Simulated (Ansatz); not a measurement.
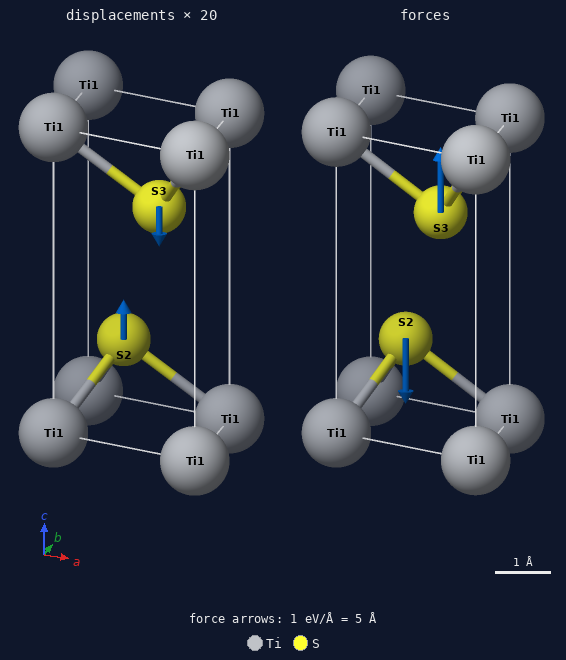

Left: solid TiS2 (built on the 1T (CdI2) bulk type), with blue arrows for the displacements applied to it (without the part that the change of the cell carries along). Right: the displaced structure with the computed forces. Besides, all lengths are scaled by −1.5 % (volume −4.4 %). A ball-and-stick model of the cell of the calculation, seen slightly off an axis.

Method: DFT, HSE06, plane waves, PAW (Ansatz). Set-up: plane-wave cutoff 420 eV; k-point mesh 6 × 6 × 4; occupations fermi dirac; smearing width 0.02 eV; no spin polarisation.

**Where do the forces point?**

The S atoms are displaced by 0.04 Å relative to the cell: S3 0.04 Å along −c. No relaxation follows. The energy rises by 12.6 meV per atom. Pressure: 0.0 GPa before, 2.5 GPa after. The principal stresses (compression positive) are 1.2 GPa along c and 3.2 GPa across it. The largest forces, 0.25 eV/Å, act on S2 and S3; on S2 it points along −c. The forces point straight back along the displacements (cosine −1.00). Near-neighbour distances before and after: S–Ti 2.419 → 2.405 Å. The space group stays P-3m1 (No. 164).
